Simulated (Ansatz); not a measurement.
# VBiO4: what the fields show

Input

```
crystal:
  lattice:
    - [3.6207290387, -5.8122886293, -0.0364162132]
    - [3.6207290387, 5.8122886293, -0.0364162132]
    - [-3.5838704161, 0.0, 3.6572409692]
  atoms:
    - { symbol: V, position: [0.8749905341, 0.1250094659, 0.75] }
    - { symbol: V, position: [0.1250094659, 0.8749905341, 0.25] }
    - { symbol: Bi, position: [0.3749864143, 0.6250135857, 0.75] }
    - { symbol: Bi, position: [0.6250135857, 0.3749864143, 0.25] }
    - { symbol: O, position: [0.9353292232, 0.342745426, 0.639996767] }
    - { symbol: O, position: [0.657254574, 0.0646707768, 0.860003233] }
    - { symbol: O, position: [0.0646707768, 0.657254574, 0.360003233] }
    - { symbol: O, position: [0.342745426, 0.9353292232, 0.139996767] }
    - { symbol: O, position: [0.797319953, 0.7046852376, 0.8619908087] }
    - { symbol: O, position: [0.2953147624, 0.202680047, 0.6380091913] }
    - { symbol: O, position: [0.202680047, 0.2953147624, 0.1380091913] }
    - { symbol: O, position: [0.7046852376, 0.797319953, 0.3619908087] }
basis:
  ecutwfc: 500
kpoints:
  mp_grid: { grid: [6, 6, 8] }
  band_path:
    path:
      - [[0.0, 0.0, 0.0], [-0.49999308, -0.49999308, 0.49996952], [-0.24999308, -0.74999308, 0.49996952], [2.216e-05, -0.49997784, 0.49996952], [0.0, 0.0, 0.0], [0.5, -0.5, 0.0], [0.29853147, -0.70146853, 0.4029482]]
      - [[-0.29848716, -0.29848716, 0.59699085], [0.0, 0.0, 0.0]]
      - [[-0.49999308, -0.49999308, 0.49996952], [-0.49998583, -0.49998583, 0.59699085]]
      - [[0.09703281, -0.90296719, 0.4029482], [0.5, -0.5, 0.0]]
    npoints: 10
hamiltonian:
  xc: r2scan
scf:
  occupations: { method: gaussian, width: 0.02 }
  n_extra_bands: 30
output:
  forces: true
  stress: true
  eigenvalues: true
  populations: true
  dos: { projected: true, de: 0.02, nscf_kmesh: { grid: [9, 9, 12] } }
  bader: false
  write_density: true
  write_potential: true
  elf: true
  volumetric_format: npy
```

Launched as:

```sh
ansatz run input.yaml --threads 8 --pin off --max-ram 22528MiB --backend cpu --events-out ev --progress --plain --runs-dir out
```

Below, planes, directions and counts refer to the conventional cell (a = 5.12 Å, b = 5.12 Å, c = 11.62 Å, α = 90.00°, β = 90.00°, γ = 90.00°).

Space group I4₁/a; computed without spin polarisation.

Method: DFT r2SCAN, scalar-relativistic, plane waves, PAW (Ansatz 0.2.0).

The density is the valence pseudo-density of a PAW calculation; it isn't the true density close to the nuclei.

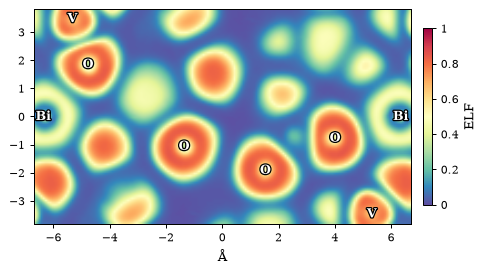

Figure 1. Electron localisation function on the (111) plane of the conventional cell.

> Read the bonding off the picture.

- The section cuts through V, Bi and O sites.
- Atoms just off the plane (V, 0.9 Å away, Bi, 0.9 Å away and O, 0.7 Å away) can leave unmarked features too.
- V–O (1.72 Å): the ELF peaks at about 0.80 in the valence shell of O, 0.5 Å from its nucleus, and is about 0.30 at the midpoint; no localised pair shows between them.
- Bi–O (2.43 Å): the ELF is about 0.20 at the midpoint: no localised pair shows between them.
- Bi–O (2.47 Å): the ELF is about 0.15 at the midpoint: no localised pair shows between them.
- The features right at V and Bi lie inside the PAW spheres, where the map follows smoothed inner orbitals and isn't to be read closely.

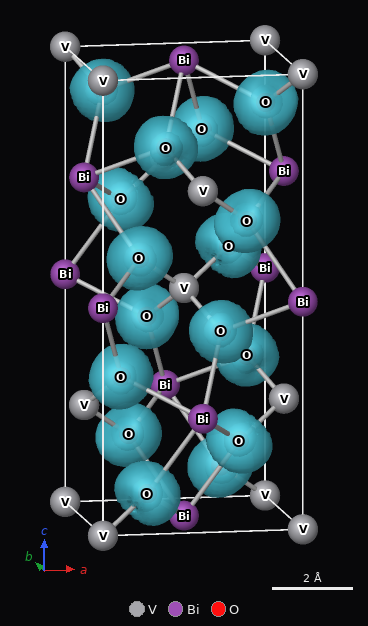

Figure 2. Isosurface of the electron localisation function at 0.75 (cyan), seen slightly off an axis. Core shells and regions of very low density are left out. Sticks mark near contacts.

> What do the ELF domains correspond to?

The ELF exceeds this value in 16 regions wrapped around O (the valence shell of each), counted in one cell of 24 atoms. Any copies at cell faces, edges or corners count once.

> Does the calculation make it a metal, or give it a gap?

It is gapped, with a Kohn–Sham gap of 2.4 eV on the k-point mesh (the band edges may lie off the mesh, which would make the gap smaller).
